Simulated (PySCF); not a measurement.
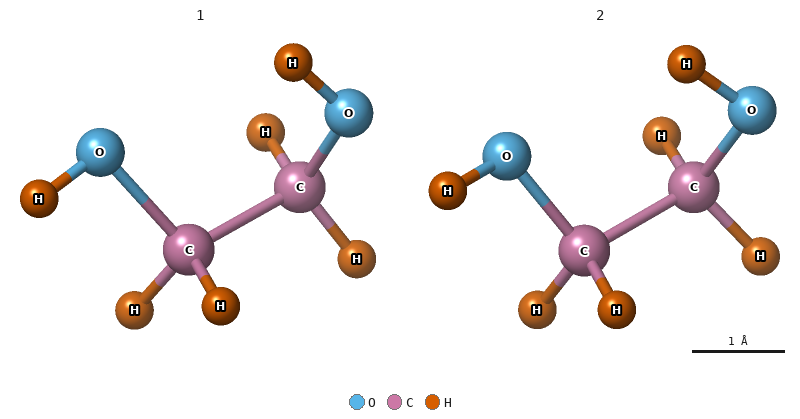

Two geometries of C₂H₆O₂, drawn at one scale. One is the start of a relaxation, the other its converged end. A ball-and-stick model, seen at a tilt.

The calculation used PBE0-D3(BJ)/def2-SVP geometry optimisation, gas phase (PySCF). 

Which of the two is the end point?

Structure 2 is the relaxed one. The start comes from MMFF94s. Its atoms were then displaced at random by about 0.03 Å. The largest move after the best rigid fit is that of an H atom, 0.19 Å. By element the largest moves are H 0.19 Å, O 0.11 Å, C 0.11 Å. Some distances before and after: C–O 1.526 → 1.409 Å, C–H 1.013 → 1.110 Å, C–C 1.567 → 1.512 Å, C–H 1.054 → 1.102 Å. Bond angles that change, for instance: C–O–H 115.7° → 105.0°, C–C–O 102.5° → 110.8°, H–C–H 114.7° → 107.3°. After 9 geometry steps the energy has fallen by 82.9 kJ/mol.
